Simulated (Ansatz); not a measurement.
Here is a crystal structure:

```cif
data_structure
_symmetry_space_group_name_H-M 'P 1'
_symmetry_Int_Tables_number 1
_cell_length_a 11.6269
_cell_length_b 3.2432
_cell_length_c 7.5850
_cell_angle_alpha 90.000
_cell_angle_beta 102.845
_cell_angle_gamma 90.000
_cell_volume 278.86
loop_
_atom_site_label
_atom_site_type_symbol
_atom_site_fract_x
_atom_site_fract_y
_atom_site_fract_z
_atom_site_occupancy
Al1 Al 0.05337 0.00000 0.61020 1
Al2 Al 0.11266 0.00000 0.22476 1
Al3 Al 0.27655 0.50000 0.55974 1
Al4 Al 0.44436 0.00000 0.88026 1
Sc1 Sc 0.21436 0.50000 0.94592 1
Sc2 Sc 0.39191 0.00000 0.28499 1
N1 N 0.35473 0.50000 0.81300 1
N2 N 0.02665 0.50000 0.13677 1
N3 N 0.18284 0.00000 0.48374 1
N4 N 0.23655 0.00000 0.10546 1
N5 N 0.40697 0.50000 0.44714 1
N6 N 0.06368 0.50000 0.74320 1
Al5 Al 0.55337 0.50000 0.61020 1
Al6 Al 0.61266 0.50000 0.22476 1
Al7 Al 0.77655 0.00000 0.55974 1
Al8 Al 0.94436 0.50000 0.88026 1
Sc3 Sc 0.71436 0.00000 0.94592 1
Sc4 Sc 0.89191 0.50000 0.28499 1
N7 N 0.85473 0.00000 0.81300 1
N8 N 0.52665 0.00000 0.13677 1
N9 N 0.68284 0.50000 0.48374 1
N10 N 0.73655 0.50000 0.10546 1
N11 N 0.90697 0.00000 0.44714 1
N12 N 0.56368 0.00000 0.74320 1
```

> Work out the structure from the coordinates.

Its composition is ScAl2N3. Space group: Cm (No. 8). Lattice: base-centred monoclinic. The cell comprises 4 formula units: 4 Sc, 8 Al, 12 N. The coordination, counted out to bonding distance, is Sc 4, Al 4 and N 4.

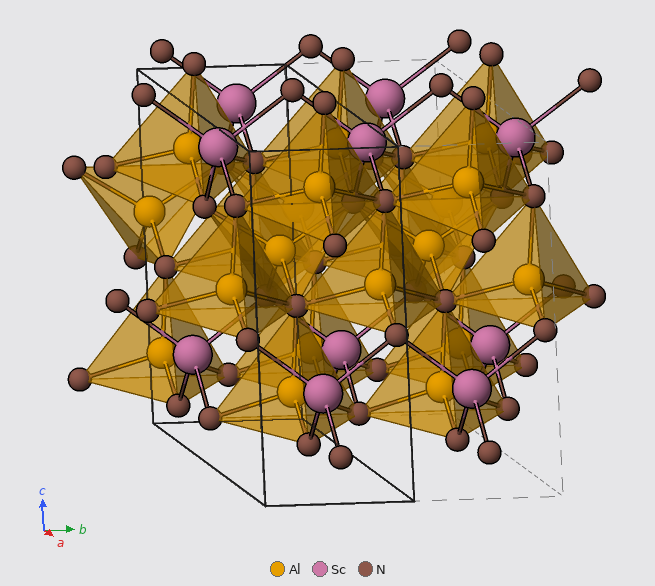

Crystal structure, polyhedral style, seen slightly off an axis. A block of 1×2×1 cells is shown, with one conventional unit cell in solid outline. Some neighbours outside the box are added.

The structure comes from a structure listed in the Materials Project, with elements exchanged, so it need not be a known form of the compound. It was relaxed with DFT PBEsol, scalar-relativistic, plane waves, PAW in Ansatz.
